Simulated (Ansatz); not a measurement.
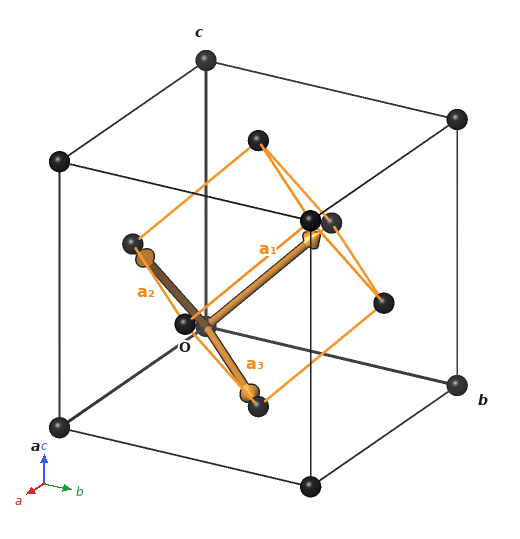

The conventional cell (thin) and a primitive cell (coloured, vectors a₁, a₂, a₃), with the lattice points alone. Crystal: V, the end point of a relaxation with DFT, PBE, PAW with Ansatz's default frozen-core files, scalar-relativistic in Ansatz; the starting structure was generated, so it need not be a known form of this composition. Geometry calculated from the standardised cell; symmetry tolerance 0.002 Å.

a = 5.467 Å, b = 5.467 Å, c = 5.467 Å, α = 90.00°, β = 90.00°, γ = 90.00°.

What is the centring, and how are the primitive vectors built?

Answer. F, face-centred cubic, with lattice points at (0, 0, 0), (1/2, 1/2, 0), (1/2, 0, 1/2), (0, 1/2, 1/2). a₁ = 1/2 b + 1/2 c; a₂ = 1/2 a + 1/2 c; a₃ = 1/2 a + 1/2 b.

Give the primitive cell's size and content.

Answer. Edges 3.866, 3.866, 3.866 Å; angles 60.00°, 60.00°, 60.00°; volume 40.85 Å³, 1/4 of the conventional cell; 2 of its 8 atoms.
